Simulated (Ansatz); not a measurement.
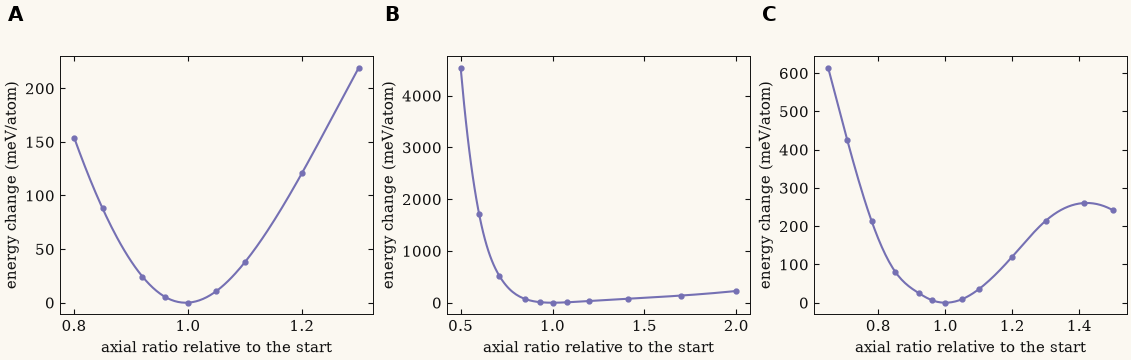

Each panel shows the energy change against relative axial ratio for one of these solids: SrCl₂, Fm-3m (No. 225), 28.2 Å³/atom, path trigonal; Ta, Im-3m (No. 229), 18.0 Å³/atom, path tetragonal; Ti, P6_3/mmc (No. 194), 17.7 Å³/atom, path axial.

How it was computed, with Ansatz 0.2.0: deformation of a crystal at fixed volume, lengths along the axis scaled against those across it, fractional coordinates fixed, by plane-wave density functional theory with PAW datasets, free energies less that of the undisturbed cell, pressure positive in compression; scalar-relativistic. Level: PBE, no spin polarisation.

Q: Which panel belongs to which solid?

A: A is Ti (energy change from 0 meV/atom to 219 meV/atom); B is SrCl₂ (energy change from 0 meV/atom to 4543 meV/atom); C is Ta (energy change from 0 meV/atom to 614 meV/atom).

For SrCl₂, limits of the calculation: reference crystal is not relaxed.

For Ta, limits of the calculation: reference crystal is not relaxed.

For Ti, limits of the calculation: reference crystal is not relaxed; shape and atomic fractions are frozen while scaling, which makes layered, chain and framework solids too stiff.
